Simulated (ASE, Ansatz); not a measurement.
# Relaxing twisted InSe bilayer, 38.21° (56 atoms)

Aim: bring twisted InSe bilayer, 38.21° (56 atoms) to a nearby minimum of the energy and see what moves.

Method: Kohn-Sham DFT, PBE+D4, PAW (set soft_2), plane waves, in Ansatz 0.2.0.

### Step 1. Starting point

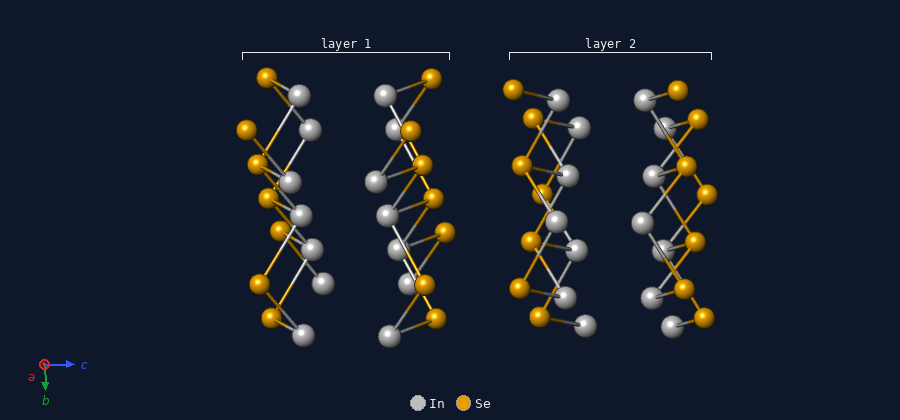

The cell as given, from the side, with the c axis across the page (indium light grey, selenium orange).

The cell holds 56 atoms: 28 In and 28 Se. Cell: a = 10.583 Å, b = 10.583 Å, c = 25.910 Å, α = 90.0°, β = 90.0°, γ = 120.0°. It derives from InSe. InSe (a = 4.0 Å) under InSe (a = 4.0 Å), bilayer, commensurate cell of 7 unit cells a layer, twist 38.21 deg; facing planes 3.23 Å apart; 12 Å of vacuum; layers as built, displaced by a Gaussian of 0.01 Å. Regions: layer 1, 28 atoms (14 In and 14 Se); layer 2, 28 atoms (14 In and 14 Se). Vacuum lies along c.

Limits known from the start: Only the Γ point is sampled, in a cell whose shortest periodic width is 9 Å.

### Step 2. Single point at the start

The forces at the start show how far the geometry lies from a minimum of this functional.

The input, input.yaml:

```yaml
crystal:
  lattice:
    - [10.583, 0.0, 0.0]
    - [-5.2915, 9.16515, 0.0]
    - [0.0, 0.0, 25.91]
  atoms:
    - { symbol: In, position: [0.19081, 0.23687, 0.38868] }
    - { symbol: In, position: [0.19204, 0.24019, 0.28069] }
    - { symbol: Se, position: [0.23717, 0.04775, 0.43798] }
    - { symbol: Se, position: [0.23976, 0.04781, 0.23192] }
    - { symbol: In, position: [0.3327, 0.66578, 0.38843] }
    - { symbol: In, position: [0.33397, 0.6674, 0.28038] }
    - { symbol: Se, position: [0.38067, 0.47513, 0.43774] }
    - { symbol: Se, position: [0.38144, 0.47776, 0.23104] }
    - { symbol: In, position: [0.47571, 0.09426, 0.38858] }
    - { symbol: In, position: [0.47675, 0.09625, 0.28075] }
    - { symbol: Se, position: [0.52353, 0.90341, 0.43824] }
    - { symbol: Se, position: [0.52383, 0.90523, 0.232] }
    - { symbol: In, position: [0.61835, 0.52277, 0.38846] }
    - { symbol: In, position: [0.62053, 0.5243, 0.28049] }
    - { symbol: Se, position: [0.66837, 0.33398, 0.43795] }
    - { symbol: Se, position: [0.66858, 0.33483, 0.2315] }
    - { symbol: In, position: [0.76337, 0.9532, 0.38828] }
    - { symbol: In, position: [0.76105, 0.95142, 0.28034] }
    - { symbol: Se, position: [0.80564, 0.76134, 0.43785] }
    - { symbol: Se, position: [0.80965, 0.7624, 0.23107] }
    - { symbol: In, position: [0.9031, 0.37951, 0.3881] }
    - { symbol: In, position: [0.90482, 0.3828, 0.28065] }
    - { symbol: Se, position: [0.95283, 0.19016, 0.43723] }
    - { symbol: Se, position: [0.95362, 0.19033, 0.23166] }
    - { symbol: In, position: [0.04822, 0.80978, 0.38794] }
    - { symbol: In, position: [0.04928, 0.81062, 0.28003] }
    - { symbol: Se, position: [0.09474, 0.61806, 0.43817] }
    - { symbol: Se, position: [0.09407, 0.61627, 0.23194] }
    - { symbol: In, position: [0.62113, 0.09598, 0.71941] }
    - { symbol: In, position: [0.62055, 0.09777, 0.61073] }
    - { symbol: Se, position: [0.6661, 0.33323, 0.76844] }
    - { symbol: Se, position: [0.66738, 0.33413, 0.5625] }
    - { symbol: In, position: [0.47752, 0.38251, 0.71933] }
    - { symbol: In, position: [0.47732, 0.3831, 0.61169] }
    - { symbol: Se, position: [0.52286, 0.61882, 0.7682] }
    - { symbol: Se, position: [0.52463, 0.62034, 0.56275] }
    - { symbol: In, position: [0.19093, 0.95152, 0.72005] }
    - { symbol: In, position: [0.18936, 0.95014, 0.61109] }
    - { symbol: Se, position: [0.23722, 0.19039, 0.76872] }
    - { symbol: Se, position: [0.23995, 0.19039, 0.56248] }
    - { symbol: In, position: [0.33207, 0.6651, 0.71985] }
    - { symbol: In, position: [0.33227, 0.66536, 0.61129] }
    - { symbol: Se, position: [0.3826, 0.90521, 0.76831] }
    - { symbol: Se, position: [0.38111, 0.90527, 0.56205] }
    - { symbol: In, position: [0.04755, 0.23732, 0.71925] }
    - { symbol: In, position: [0.04737, 0.23716, 0.61185] }
    - { symbol: Se, position: [0.09483, 0.47478, 0.76902] }
    - { symbol: Se, position: [0.09555, 0.47646, 0.56276] }
    - { symbol: In, position: [0.76245, 0.8084, 0.71976] }
    - { symbol: In, position: [0.76246, 0.80864, 0.61117] }
    - { symbol: Se, position: [0.80907, 0.04693, 0.76892] }
    - { symbol: Se, position: [0.80849, 0.04717, 0.56263] }
    - { symbol: In, position: [0.90546, 0.52503, 0.71905] }
    - { symbol: In, position: [0.9026, 0.52202, 0.61132] }
    - { symbol: Se, position: [0.95369, 0.76167, 0.76858] }
    - { symbol: Se, position: [0.95216, 0.76209, 0.5623] }
kpoints:
  mp_grid: { grid: [1, 1, 1] }
hamiltonian:
  xc: pbe
  dispersion: d4
scf:
  occupations: { method: gaussian, width: 0.025 }
output:
  forces: true
  populations: intrinsic
  dos:
    method: { smearing: { sigma: 0.15 } }
    de: 0.1
    projected:
      site_lists:
        In: [In]
        Se: [Se]
        layer_1: [0, 1, 2, 3, 4, 5, 6, 7, 8, 9, 10, 11, 12, 13, 14, 15, 16, 17, 18, 19, 20, 21, 22, 23, 24, 25, 26, 27]
        layer_2: [28, 29, 30, 31, 32, 33, 34, 35, 36, 37, 38, 39, 40, 41, 42, 43, 44, 45, 46, 47, 48, 49, 50, 51, 52, 53, 54, 55]
  eigenvalues: true
```

Launch:

```console
$ ansatz run input.yaml --threads 4 --pin off --max-ram 8192MiB --backend cpu --events-out ev --progress --plain --runs-dir out
```

Numbers of over 12 decimals in the logs are rounded to 6 here.

Log:

```text
Engine: ansatz 0.2.0, aarch64-unknown-linux-gnu
Pseudopotentials: kind: paw
Pseudopotential: In, paw, valence charge 13, recommended cutoff 420 eV (normal), In.paw.azcp
Pseudopotential: Se, paw, valence charge 16, recommended cutoff 420 eV (normal), Se.paw.azcp
[... 5 lines on functional and potentials left out ...]
Crystal: 56 atoms, lattice volume = 2513.135 Å³
Basis set: ecut = 420 eV, 49125 PW (Γ), exchange–correlation on 144×144×360 points (8 copies of the dense FFT grid, shifted against one another)
Bands: 488, of which v1, the nominal top of the filled ones, is band 406 counted from 1 (405 counted from 0)
Symmetry: 1 space group operations
Space group: P1 (ITA 1), of the structure as read, at distance tolerance 1.4e-4 Å
k-points: 1
[... 5 lines on functional and potentials left out ...]
Initial density: superposition of atomic densities (neutral atoms: chi_scale 0, normalization atom), corrected by the library's trained network
Initial wavefunctions: pseudopotential atomic-orbital guess
Functional: x = pbe(κ = 0.804, μ = 0.219515), c = pbe(β = 0.066725)
SCF iter   1: F=—  HF=-309917.795558 eV  |F-HF|=—  |Δ(HF+E_count)|=         —  Δρ=1.68e-3  dr2=4.57e-1  ethr=1.77e-3  ⟨swp⟩=6.0  Hψ=1912  notcnv=0  defer=25
preconditioner: auto → Resta (q_TF=auto, 2.260 Å⁻¹)  ε∞=2.5  [insulator: Δε(μ)=1.150 eV  Ē_g=13.864 eV  σ=0.025 eV  W_gap=1.00  n_scr=474 (ndim 8)  ℏωp=17.1 eV  f_vac=0.372  D(μ)=0.00/eV (n_scr^D=0)  ε∞_Penn≈2.5  vacuum switching on, ρ_ref=1.4e-2 e/Å³]
SCF iter   2: F=—  HF=-309917.780678 eV  |F-HF|=—  |Δ(HF+E_count)|=   1.49e-2  Δρ=1.19e-3  dr2=4.30e-1  ethr=5.62e-5  ⟨swp⟩=2.0  Hψ=630  notcnv=0  defer=78
SCF iter   3: F=—  HF=-309917.739888 eV  |F-HF|=—  |Δ(HF+E_count)|=   4.08e-2  Δρ=4.70e-4  dr2=1.45e-2  ethr=5.29e-5  ⟨swp⟩=5.0  Hψ=491  notcnv=0  defer=78
SCF iter   4: F=—  HF=-309917.740843 eV  |F-HF|=—  |Δ(HF+E_count)|=   9.54e-4  Δρ=2.40e-4  dr2=2.31e-3  ethr=1.79e-6  ⟨swp⟩=2.0  Hψ=482  notcnv=0  defer=78
SCF iter   5: F=—  HF=-309917.741923 eV  |F-HF|=—  |Δ(HF+E_count)|=   1.08e-3  Δρ=6.74e-5  dr2=1.85e-4  ethr=2.85e-7  ⟨swp⟩=2.0  Hψ=536  notcnv=0  defer=78
SCF iter   6: F=—  HF=-309917.742105 eV  |F-HF|=—  |Δ(HF+E_count)|=   1.82e-4  Δρ=3.84e-5  dr2=2.98e-4  ethr=2.28e-8  ⟨swp⟩=3.0  Hψ=670  notcnv=0  defer=78
SCF iter   7: F=—  HF=-309917.742061 eV  |F-HF|=—  |Δ(HF+E_count)|=   4.36e-5  Δρ=1.05e-5  dr2=5.14e-6  ethr=2.28e-8  ⟨swp⟩=2.0  Hψ=566  notcnv=0  defer=74
SCF iter   8: F=—  HF=-309917.742985 eV  |F-HF|=—  |Δ(HF+E_count)|=   9.24e-4  Δρ=3.62e-6  dr2=4.70e-7  ethr=6.32e-10  ⟨swp⟩=2.0  Hψ=814  notcnv=0  defer=74
SCF iter   9: F=-309917.742986 eV  HF=-309917.742986 eV  |F-HF|=1.25e-8  |Δ(HF+E_count)|=   2.99e-7  Δρ=1.18e-6  dr2=5.62e-8  ethr=1.23e-11  ⟨swp⟩=11.0  Hψ=2519  notcnv=0
SCF 1 converged in 9 iterations: F = -309917.742986 eV  dr2 = 5.62e-8
  greatest PAW one-centre occupation: 1.000 electrons in one spin orbital (limit 2), on the Se atom at site 35 (counted from 0), in its partial waves of l = 2
SCF converged after 9 iterations
Free energy (F): -309917.742986 eV
Harris-Foulkes:  -309917.742986 eV  (|F-HF|=1.25e-8)
Internal energy: -309917.742986 eV  (E = F + TS)
E sigma→0 (E₀):  -309917.742986 eV
Fermi energy:    3.067728 eV
--- Per-component energies (eV) ---
  E_band       = -16296.567258
  E_kinetic    = 10127.100032
  E_local      = -444534.278525  (includes V_loc(G=0)·N_el)
  E_nonlocal   = -6399.673664
  E_hartree    = 216202.514765
  E_xc         = -8944.996581
  E_vxc        = -5526.667422  (∫ρ·V_xc dr)
  E_paw        = -169857.886973  (= ΣΔE_a)
  E_vpaw       = -2368.028879  (= ΣTr[D̂ρ^β])
  E_aug_tail   = -0.016032  (compensation charges beyond the density's cutoff)
  E_ewald      = 93505.482402
  E_disp       = -15.988408  (pairwise vdW)
  E_smearing   = -0.000000  (= −TS)
  E_closure    = 0.000000  (closes the sum)
  Σ components = -309917.742986   (vs F -309917.742986, Δ=0.00e0)
--- Forces (eV/Å), atoms counted from 1 ---
  atom   1  In    -0.03370638     0.09961994    -0.34276310
  atom   2  In     0.00726653    -0.04312064     0.29079843
  atom   3  Se     0.12031784    -0.14330238     0.24664278
  atom   4  Se    -0.06822622     0.09034442    -0.34387638
  atom   5  In    -0.00170287     0.01933939    -0.20735339
  atom   6  In    -0.00285418    -0.05037849     0.37677957
  atom   7  Se    -0.04513420    -0.04147516     0.24318692
  atom   8  Se     0.09608494    -0.03792166    -0.21540767
  atom   9  In     0.03410859    -0.00272845    -0.14070516
  atom  10  In     0.06884986     0.05052630     0.30685456
  atom  11  Se     0.06536348     0.06597209     0.11912762
  atom  12  Se    -0.03611517     0.02232849    -0.35655585
  atom  13  In    -0.00383550     0.02289044    -0.27944080
  atom  14  In    -0.10032984     0.02730734     0.27686571
[...]
atom  55  Se    -0.07244872    -0.04380095     0.35023600
  atom  56  Se     0.08788004    -0.10560316    -0.36238675
  max |Σ_I F_I| component: 6.72e-5 eV/Å
--- Band table (eV) ---
  k-point 0: bands = ["-44.5990", "-44.5975", "-44.5852", "-44.5838", [... 472 levels ...], "8.4472", "8.5257", "8.5328", "8.5396", "8.5422", "8.5576", "8.5711", "8.5827", "8.6398", "8.6432", "8.6600", "8.6645"]
--- intrinsic populations: 56 sites ---
  site symbol       q [e]
     0     In     12.8086
     1     In     12.7739
     2     Se     16.1997
[...]
55     Se     16.2033
  spilling = 0.000000 (of n_electrons = 812.000000)
```

Run time: 52 s. Hardware: 4 threads of Arm Neoverse V1, shared host; peak memory 3.4 GiB; 3.4 min of CPU time.

In the SCF lines HF is the Harris–Foulkes energy and dr2 the Hartree energy of the density residual, in eV; the loop may stop once dr2 is under the threshold and the program's other checks hold. Hψ counts applications of the Hamiltonian.

Numbers from this run:

| Item | Value |
| --- | --- |
| free energy | -309917.7430 eV |
| free energy per atom | -5534.2454 eV/atom |
| SCF cycles | 9 |
| r.m.s. force component | 0.1878 eV/Å |
| longest force | 0.5675 eV/Å |
| Fermi energy | 3.068 eV |
| gap (highest filled to lowest empty level) | 1.159 eV |

The r.m.s. force component of 0.19 eV/Å sets the starting point.

Length of the force by element:

```csv
element,coordination,atoms,mean length of the force (eV/Å),spread,least,most
In,all,28,0.335,0.112,0.142,0.568
Se,all,28,0.284,0.0774,0.151,0.442
```

### Step 3. Relaxation

With the cell held, the atoms are moved downhill towards a nearby minimum.

input.yaml, the sections that differ from step 2:

```yaml
output:
  forces: true
relax:
  f_tol: 0.05
  max_steps: 200
# crystal, kpoints, hamiltonian, scf: as in step 2
```

Log:

```text
[...]
Crystal: 56 atoms, lattice volume = 2513.135 Å³
Basis set: ecut = 420 eV, 49125 PW (Γ), exchange–correlation on 144×144×360 points (8 copies of the dense FFT grid, shifted against one another)
Bands: 488, of which v1, the nominal top of the filled ones, is band 406 counted from 1 (405 counted from 0)
Symmetry: 1 space group operations
[...]
k-points: 1
[...]
SCF iter   1: F=—  HF=-309917.795560 eV  |F-HF|=—  |Δ(HF+E_count)|=         —  Δρ=1.68e-3  dr2=4.57e-1  ethr=1.77e-3  ⟨swp⟩=6.0  Hψ=1912  notcnv=0  defer=25
[...]
SCF iter   7: F=-309917.742981 eV  HF=-309917.742982 eV  |F-HF|=2.47e-7  |Δ(HF+E_count)|=   2.73e-5  Δρ=1.09e-5  dr2=6.72e-6  ethr=7.70e-9  ⟨swp⟩=2.0  Hψ=1356  notcnv=0
SCF 1 converged in 7 iterations: F = -309917.742981 eV  dr2 = 6.72e-6
[...]
relax step   1: F+E_penalty+E_count = -309917.74298143 eV  Δ(F+E_penalty+E_count) = +0.000e0 eV  max|allowed force component| = 5.298e-1 eV/Å  Δτ_max = 0.0000 Å  (7 SCF iters, dr2 threshold 6.25e-5 eV, accepted)
[...]
relax step   2: F+E_penalty+E_count = -309917.58878880 eV  Δ(F+E_penalty+E_count) = +1.542e-1 eV  max|allowed force component| = 1.025e0 eV/Å  Δτ_max = 0.1888 Å  (8 SCF iters, dr2 threshold 1.75e-5 eV, rejected (line search))
[...]
relax step   3: F+E_penalty+E_count = -309917.97066187 eV  Δ(F+E_penalty+E_count) = -2.277e-1 eV  max|allowed force component| = 4.085e-2 eV/Å  Δτ_max = 0.0683 Å  (10 SCF iters, accepted)
relax step   4: F+E_penalty+E_count = -309917.96812806 eV  Δ(F+E_penalty+E_count) = +2.534e-3 eV  max|allowed force component| = 6.875e-2 eV/Å  Δτ_max = 0.0691 Å  (9 SCF iters, rejected (line search))
[...]
relax step   5: F+E_penalty+E_count = -309917.97591704 eV  Δ(F+E_penalty+E_count) = -5.255e-3 eV  max|allowed force component| = 6.291e-3 eV/Å  Δτ_max = 0.0340 Å  (8 SCF iters, accepted)
SCF converged after 8 iterations
Free energy (F): -309917.975917 eV
[...]
Internal energy: -309917.975917 eV  (E = F + TS)
E sigma→0 (E₀):  -309917.975917 eV
Fermi energy:    3.027369 eV
[...]
--- Forces (eV/Å), atoms counted from 1 ---
  atom   1  In    -0.00190293    -0.00003448    -0.00273032
  atom   2  In     0.00352062    -0.00154155    -0.00162258
  atom   3  Se     0.00257209    -0.00274491     0.00095316
  atom   4  Se    -0.00005860     0.00485059    -0.00063779
  atom   5  In     0.00097214     0.00035043     0.00510386
  atom   6  In    -0.00186153     0.00025207     0.00343609
  atom   7  Se    -0.00325435     0.00209632     0.00118721
  atom   8  Se     0.00402202    -0.00037401     0.00123612
  atom   9  In    -0.00257870     0.00040105    -0.00102276
  atom  10  In     0.00052864     0.00022951    -0.00130119
  atom  11  Se    -0.00007730    -0.00371322     0.00105458
  atom  12  Se     0.00054535     0.00226478     0.00073487
  atom  13  In     0.00176320     0.00154320    -0.00166108
  atom  14  In    -0.00079763    -0.00061676    -0.00381376
[...]
atom  55  Se    -0.00015308    -0.00140205    -0.00282167
  atom  56  Se     0.00018792    -0.00196367     0.00069753
  max |Σ_I F_I| component: 2.04e-6 eV/Å
--- Relaxed structure (5 steps of the walk, 3 accepted, 0 SCFs on fresh bases) ---
  F+E_penalty+E_count = -309917.97591704 eV   max|allowed force component| = 6.291e-3 eV/Å
  atoms:
    - { symbol: In, position: [0.191122, 0.236591, 0.387512] }
    - { symbol: In, position: [0.190655, 0.237063, 0.279816] }
    - { symbol: Se, position: [0.237983, 0.045489, 0.438270] }
    - { symbol: Se, position: [0.237541, 0.046788, 0.228775] }
[...]
- { symbol: Se, position: [0.954634, 0.762129, 0.561741] }
```

The job ended after 2.5 min (4 threads; peak memory 3.3 GiB).

Relaxation path:

```csv
step,energy less that of the first step (eV),largest force component (eV/Å)
1,0.0000,0.5298
2,0.1542,1.0250
3,-0.2277,0.0408
4,-0.2251,0.0688
5,-0.2329,0.0063
```

Relaxation steps 2, 4 were tried and not accepted.

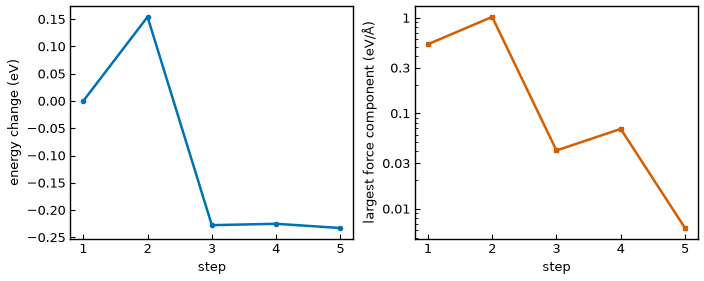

Energy and largest force along the relaxation.

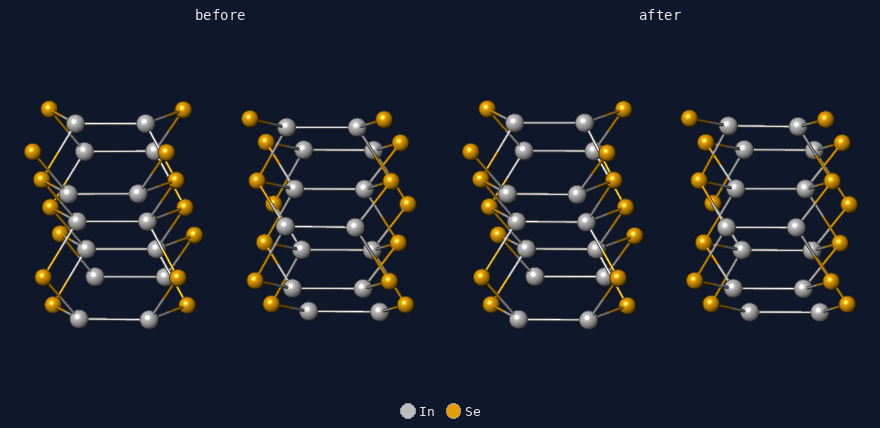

Before and after, at one scale.

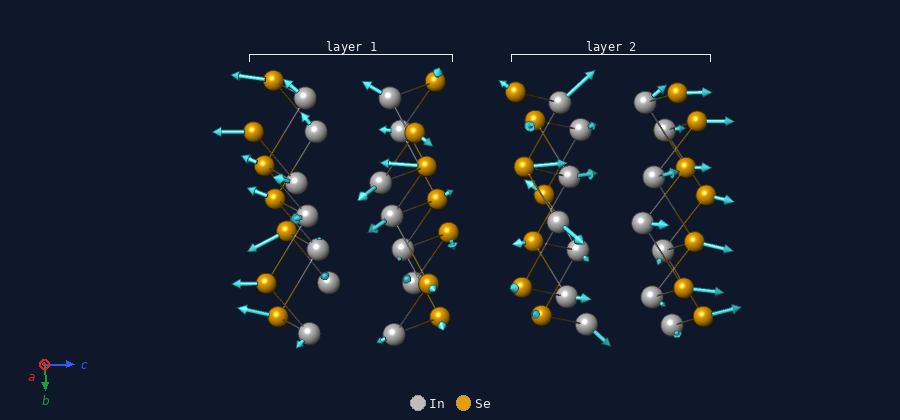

Displacements in the relaxation, exaggerated; the longest in the cell stands for 0.09 Å.

The atoms that moved most (Å):

```csv
atom,dx,dy,dz,length
Se15,-0.011,-0.006,-0.089,0.090
In30,0.002,-0.060,0.066,0.089
Se4,-0.018,-0.009,-0.082,0.084
Se28,0.007,0.038,-0.073,0.083
Se32,-0.002,-0.008,0.080,0.080
In54,0.045,0.037,0.051,0.077
Se12,0.014,-0.017,-0.074,0.077
Se24,-0.002,0.001,-0.076,0.076
```

The relaxation changed the energy by -4.16 meV/atom, and atoms moved by 0.05 Å r.m.s., 0.09 Å at most.

### Step 4. Distances and neighbours after relaxation

Normalised to the volume that the atoms fill. Pair distribution functions g(r), in bins of 0.2 Å:

```csv
r (Å),total,In-In,In-Se,Se-Se
2.60,4.66,0.00,9.30,0.00
2.80,0.72,2.88,0.00,0.00
3.00,0.00,0.00,0.00,0.00
3.20,0.00,0.00,0.00,0.00
3.40,0.03,0.00,0.00,0.14
3.60,0.19,0.00,0.00,0.75
3.80,0.00,0.00,0.00,0.00
4.00,4.15,8.33,0.00,8.25
4.20,0.14,0.00,0.00,0.56
4.40,0.12,0.00,0.00,0.50
4.60,0.53,0.00,1.06,0.00
4.80,3.82,4.80,5.25,0.00
5.00,0.29,0.78,0.18,0.00
5.20,0.29,0.00,0.18,0.82
5.40,0.20,0.00,0.08,0.65
5.60,0.19,0.00,0.23,0.30
5.80,0.08,0.05,0.14,0.00
6.00,0.20,0.26,0.27,0.00
6.20,2.70,0.00,5.27,0.25
6.40,0.23,0.23,0.12,0.47
6.60,0.32,0.22,0.33,0.43
6.80,0.78,0.40,0.00,2.72
7.00,1.47,2.75,0.19,2.77
7.20,0.10,0.00,0.18,0.06
7.40,1.98,2.56,2.54,0.29
7.60,0.28,0.00,0.41,0.32
7.80,0.16,0.15,0.24,0.00
```

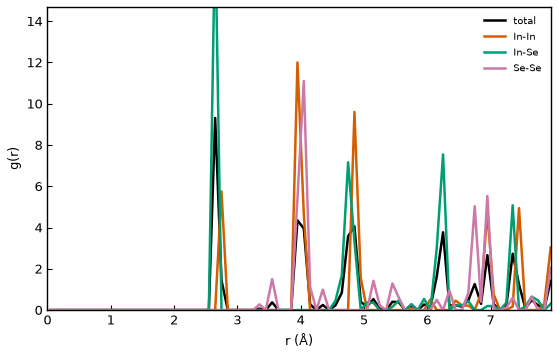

Pair distribution functions, with peaks cut at 14.

(Continued in part 2 of 2.)

[Logs are printed without paths, hosts, clocks, repeated set-up lines and the standing remarks that a program may print on its own settings, such as how far it seeks lower states.]

[Hosts, paths, dates, database ids (printed as entryN), source tags and the programs' standing remarks are cut or masked in the printed files.]
